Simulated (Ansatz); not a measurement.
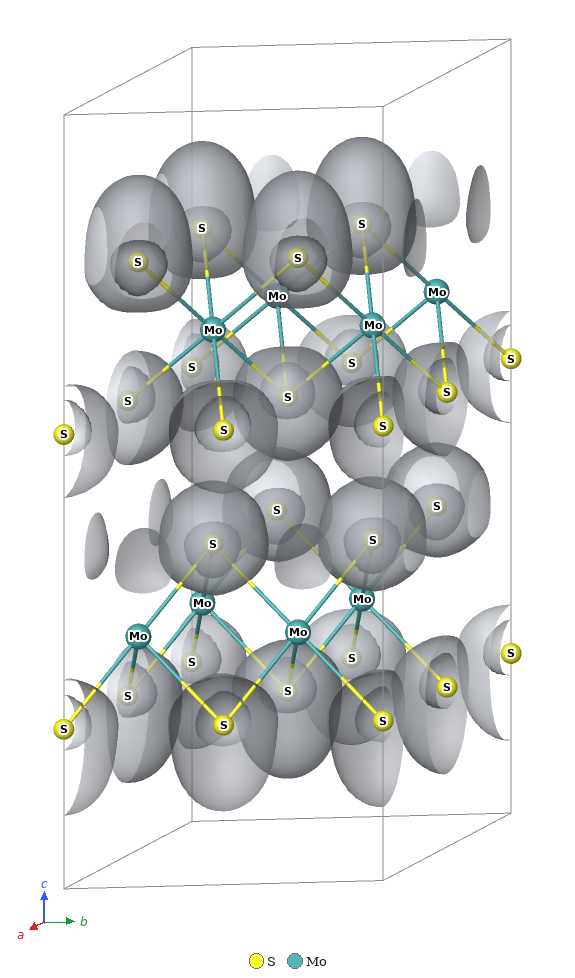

Figure. MoS2 (slab). Isosurface of the electron localisation function at 0.7 (grey), seen slightly off an axis. Core shells and regions of very low density are left out. Sticks mark near contacts.

Computed without spin polarisation.

Computed with DFT PBE+D3(BJ), scalar-relativistic, plane waves, PAW in Ansatz 0.2.0.

Core electrons are frozen (PAW), and the valence fields are smoothed inside the atomic spheres.

Q: What do the ELF domains correspond to?

A: The ELF exceeds this value in four regions wrapped around S (the valence shell of each), counted in one cell of 6 atoms. Counts are for one cell; the picture repeats the cell along the surface.

Values along the shortest contacts:
Mo–S (2.41 Å): the ELF peaks at about 0.85 in the valence shell of S, 0.8 Å from its nucleus, and is about 0.40 at the midpoint.

Q: Does the calculation give a band gap?

A: It is metallic or semimetallic at this level of theory: no gap opens.
